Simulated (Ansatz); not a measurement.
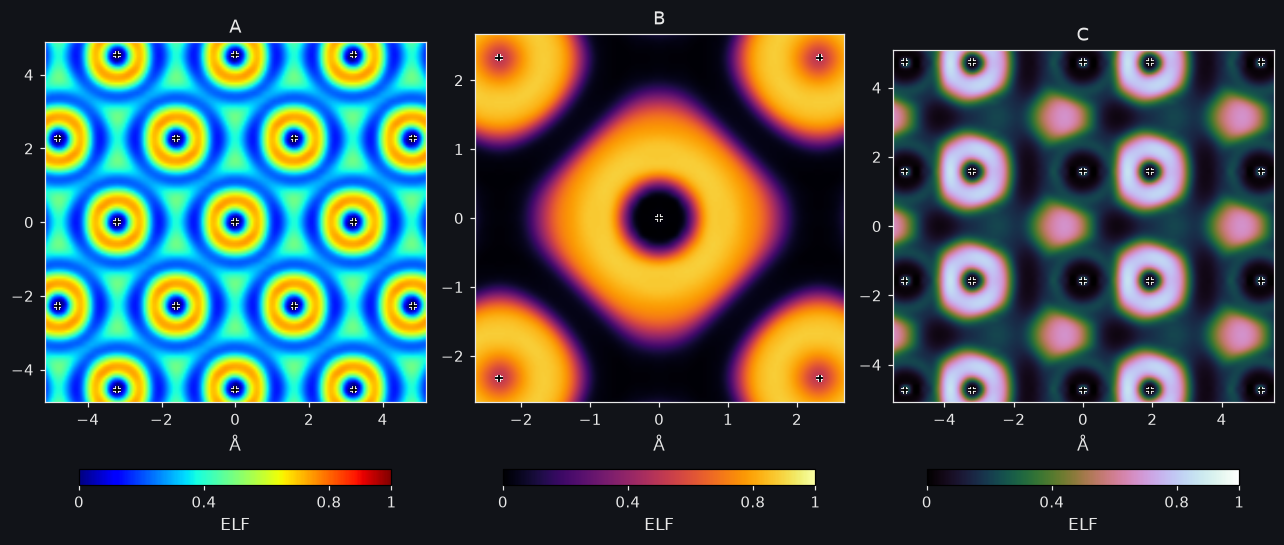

The ELF of 3 systems, each on a plane through atoms (crosses mark nuclei in the plane).

These are results of DFT, PBEsol, PAW with Ansatz's default frozen-core files, scalar-relativistic; relaxation of cell and atoms in Ansatz 0.2.0, not measurements.

System 1: KBr, the (001) plane of the conventional cell. Space group I4/mmm; changed on purpose from its base cell (in-plane strain +0.005, out-of-plane length and atoms relaxed by PAW).

System 2: Ta, the (11̄0) plane of the conventional cell. Space group Im-3m; computed pressure about 15 GPa in this cell; computed without spin polarisation.

```
Ta
1.0
     3.21275    0.00000    0.00000
     0.00000    3.21275    0.00000
     0.00000    0.00000    3.21275
Ta
2
Direct
  0.00000 0.00000 0.00000
  0.50000 0.50000 0.50000
```

System 3: GaN, the (11̄0) plane of the conventional cell. Space group P6₃mc; computed pressure about 4 GPa in this cell.

```xyz
4
Lattice="3.1611 0.0000 0.0000 -1.5805 2.7376 0.0000 0.0000 0.0000 5.1505" Properties=species:S:1:pos:R:3 pbc="T T T"
Ga    0.0000    1.8251    5.1465
Ga    1.5806    0.9125    2.5713
N     0.0000    1.8251    1.9354
N     1.5806    0.9125    4.5106
```

Which map belongs to which system?

Answer. Panel A is system 2, Ta: the plane holds Ta. Ta–Ta (2.78 Å): the ELF is about 0.30 at the midpoint; no shared electron pair shows on this line. Panel B is system 1, KBr: the plane holds K and Br. K–Br (3.29 Å): the ELF is about 0.10 at the midpoint; an ionic contact with no shared pair. Panel C is system 3, GaN: the plane holds Ga and N. Ga–N (1.94 Å): the ELF peaks at about 0.85 in the valence shell of N, 0.6 Å from its nucleus, and is about 0.50 at the midpoint.
